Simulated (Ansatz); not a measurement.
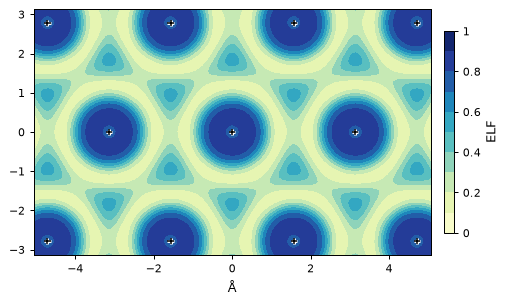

The ELF on a plane through atoms (crosses mark nuclei in the plane).

The calculation used DFT PBEsol, scalar-relativistic, plane waves, PAW in Ansatz 0.2.0.

Candidates:
A. Hf, a = 3.14 Å, b = 3.14 Å, c = 4.61 Å, α = 90.00°, β = 90.00°, γ = 90.00°. Space group I4/mmm; changed on purpose from its base cell (strain +0.0375 x Voigt [0, 1, 0, 0, 0, 0], atoms carried along); computed pressure about −5 GPa in this cell.
B. Nb, a = 2.92 Å, b = 2.92 Å, c = 4.34 Å, α = 90.00°, β = 90.00°, γ = 90.00°. Space group I4/mmm; changed on purpose from its base cell (strain -0.025 along x and y, +0.025 along z, atoms carried along); computed pressure about −3 GPa in this cell; computed without spin polarisation.

Q: Which system is this?

A: Candidate A: Hf on the (101) plane of the conventional cell, which holds Hf. Hf–Hf (3.14 Å): the ELF is about 0.25 at the midpoint; no localised pair shows between them. Hf–Hf (3.20 Å): the ELF is about 0.25 at the midpoint: no localised pair shows between them.
